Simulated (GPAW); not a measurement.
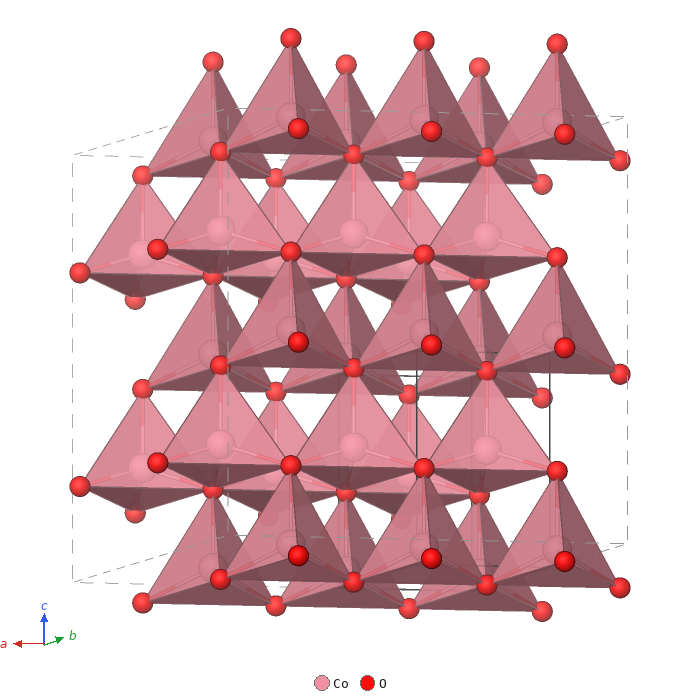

Polyhedra are drawn about Co (bonds: Co–O below 2.2 Å); other atoms are plain spheres.

CoO (space group P6_3mc, No. 186): a cell listed in the Materials Project, as set up for an electronic-structure calculation.

What figure surrounds each Co atom, and what does it share with the other drawn polyhedra?

Answer. Co: CoO4 tetrahedron, sharing corners with twelve neighbours.

What is the connectivity of the polyhedra: isolated, groups, chains, layers or framework?

Answer. They form a three-dimensional framework of corner-sharing tetrahedra.

How far apart are the centres of linked polyhedra?

Answer. Centre to centre across a shared corner: 3.20 Å.
